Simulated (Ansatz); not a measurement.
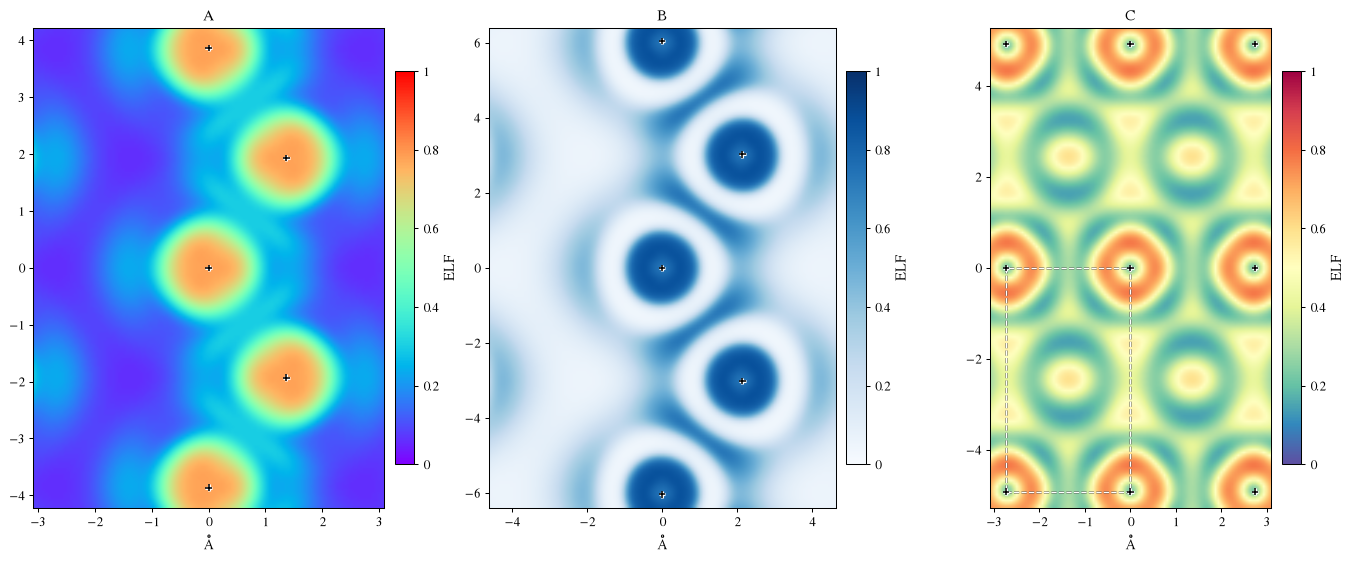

The electron localisation function of 3 systems, each on a plane through atoms (crosses mark nuclei in the plane).

The calculation used DFT, r2SCAN, plane waves (500 eV) with PAW, scalar-relativistic (Ansatz).

System 1: Ca, the (110) plane of the conventional cell. Space group Fd-3m; set up as Ca, diamond; a generated structure, not necessarily the stable one; changed on purpose from its base cell (volume × 0.96).

System 2: Mo, the (100) plane of the conventional cell. Space group P6₃/mmc; set up as Mo, hcp; a generated structure, not necessarily the stable one; computed without spin polarisation.

```
CELL_PARAMETERS angstrom
2.73844 0.00000 0.00000
-1.36922 2.37156 0.00000
0.00000 0.00000 4.91911
ATOMIC_POSITIONS crystal
Mo 0.33333 0.66667 0.25000
Mo 0.66667 0.33333 0.75000
```

System 3: Rh, the (011) plane of the conventional cell. Space group Fd-3m; set up as Rh, diamond; a generated structure, not necessarily the stable one; changed on purpose from its base cell (volume × 1.0); computed without spin polarisation.

```cif
data_structure
_symmetry_space_group_name_H-M 'P 1'
_symmetry_Int_Tables_number 1
_cell_length_a 5.4648
_cell_length_b 5.4648
_cell_length_c 5.4648
_cell_angle_alpha 90.000
_cell_angle_beta 90.000
_cell_angle_gamma 90.000
_cell_volume 163.20
loop_
_atom_site_label
_atom_site_type_symbol
_atom_site_fract_x
_atom_site_fract_y
_atom_site_fract_z
_atom_site_occupancy
Rh1 Rh 0.75000 0.25000 0.25000 1
Rh2 Rh 0.25000 0.75000 0.25000 1
Rh3 Rh 0.25000 0.25000 0.75000 1
Rh4 Rh 0.75000 0.75000 0.75000 1
Rh5 Rh 0.50000 0.00000 0.00000 1
Rh6 Rh 0.00000 0.50000 0.00000 1
Rh7 Rh 0.00000 0.00000 0.50000 1
Rh8 Rh 0.50000 0.50000 0.50000 1
```

Question: Which map belongs to which system?

Answer: Panel A is system 3, Rh: the plane holds Rh. Rh–Rh (2.37 Å): the ELF is about 0.30 at the midpoint: no localised pair shows between them. Panel B is system 1, Ca: the plane holds Ca. Ca–Ca (3.70 Å): the ELF peaks at about 0.70 between the atoms. Panel C is system 2, Mo: the plane holds Mo. Mo–Mo (2.74 Å): the ELF is about 0.30 at the midpoint; no shared electron pair shows on this line.
